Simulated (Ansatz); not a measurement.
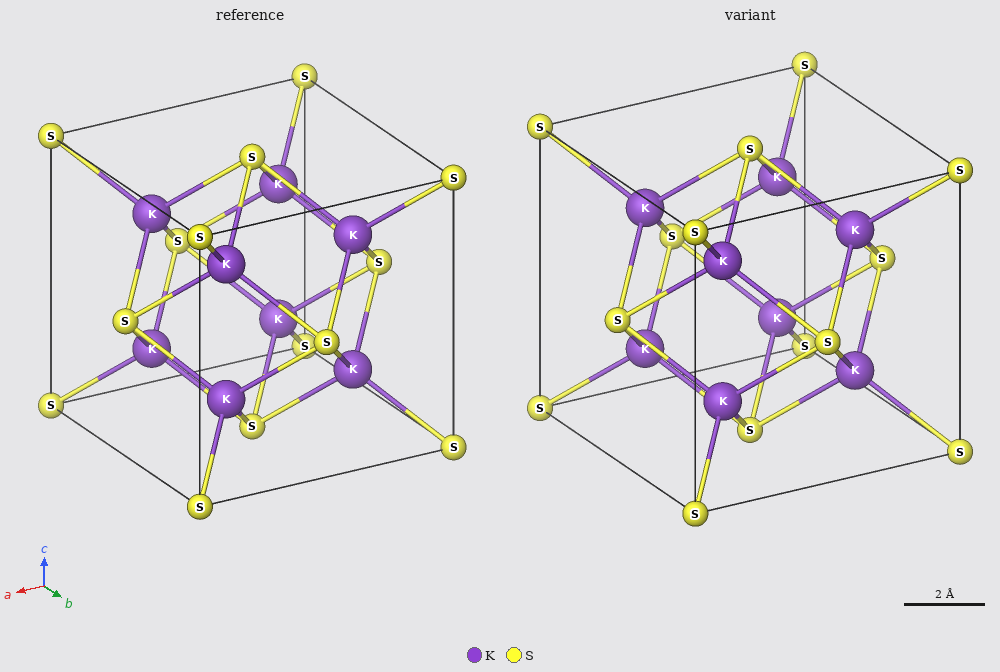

Left: a symmetric starting cell of K2S. Right: the same structure after one change, at the same scale. The picture is a ball-and-stick view of the conventional cell (4 times the calculation's cell), seen from a free direction. Lengths and directions refer to the drawn axes.

The calculation used DFT PBEsol, scalar-relativistic, plane waves, PAW (Ansatz 0.2.0). (plane-wave cutoff 420 eV; k-point mesh 6 × 6 × 6; occupations gaussian; smearing width 0.02 eV; no spin polarisation)

Q: Which change leads from the left to the right?

A: All lengths are scaled by +4.3 % (volume +13.6 %), the atoms keeping their fractional coordinates. No relaxation follows. The starting cell wasn't computed here and needn't be at equilibrium, so pressure and forces aren't due to the change alone.

Q: How do the computed properties respond?

A: The pressure is −2.2 GPa (not all of it need come from the change, since the unchanged cell can be under pressure at this level too). All forces vanish by symmetry. Near-neighbour distances before and after: K–S 3.200 → 3.340 Å. The space group stays Fm-3m (No. 225).
